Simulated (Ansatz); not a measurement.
A periodic structure is given below.

```cif
data_structure
_symmetry_space_group_name_H-M 'I 4/m m m'
_symmetry_Int_Tables_number 139
_cell_length_a 4.3797
_cell_length_b 4.3797
_cell_length_c 7.9200
_cell_angle_alpha 90.000
_cell_angle_beta 90.000
_cell_angle_gamma 90.000
_cell_volume 151.92
loop_
_atom_site_label
_atom_site_type_symbol
_atom_site_symmetry_multiplicity
_atom_site_Wyckoff_symbol
_atom_site_fract_x
_atom_site_fract_y
_atom_site_fract_z
_atom_site_occupancy
Ga1 Ga 4 d 0.00000 0.50000 0.25000 1
Ga2 Ga 2 b 0.50000 0.50000 0.00000 1
Sb1 Sb 2 a 0.00000 0.00000 0.00000 1
```

**Characterise the structure given above.**

Formula: Ga3Sb. Its lattice is body-centred tetragonal, its space group I4/mmm (No. 139). It has 8 atoms to the cell (6 Ga, 2 Sb). Around each Ga lie four Sb at 2.95 to 3.10 Å. About every Sb there are twelve Ga in a cuboctahedral arrangement at 2.95 to 3.10 Å. The bonds build a three-dimensional framework.

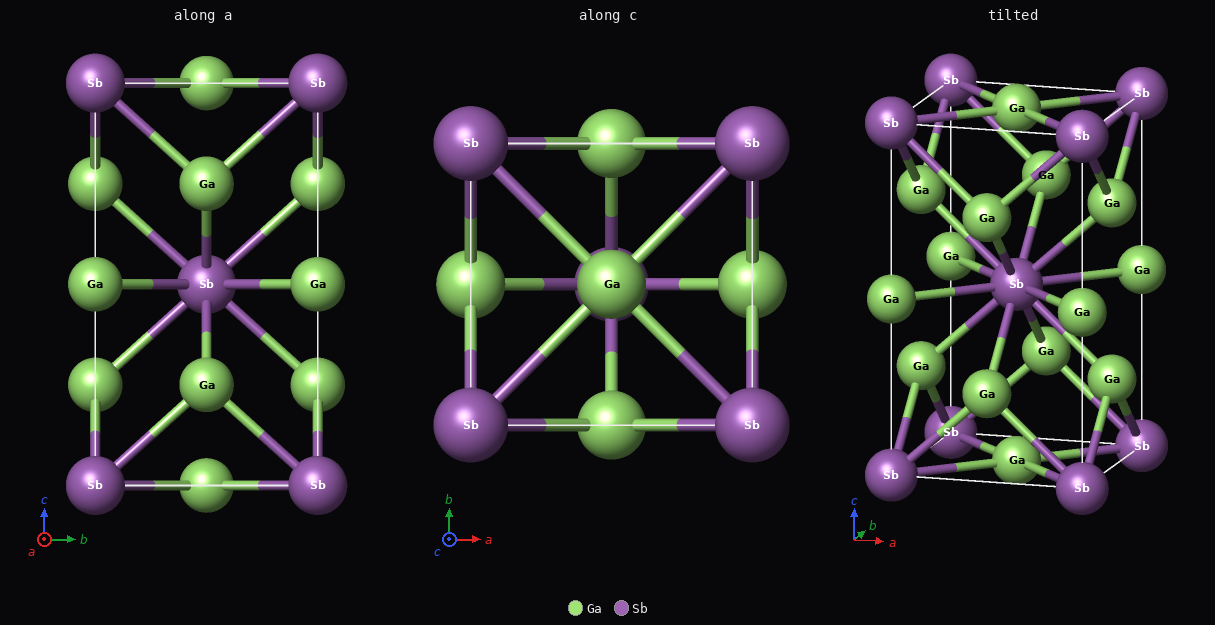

Figure: ball-and-stick view along the a axis, along the c axis and slightly off an axis. Atoms at the boundary of the conventional unit cell (the box) are drawn once for each face, edge or corner they touch.

The initial geometry was a structure listed in the Materials Project. It was relaxed at fixed volume with Ansatz 0.2.0, DFT PBE+D3(BJ), scalar-relativistic, plane waves, PAW.

At this level of theory the cell isn't at rest (compressed, at 6 GPa), so its distances can differ from those at equilibrium, the more so the softer the solid.
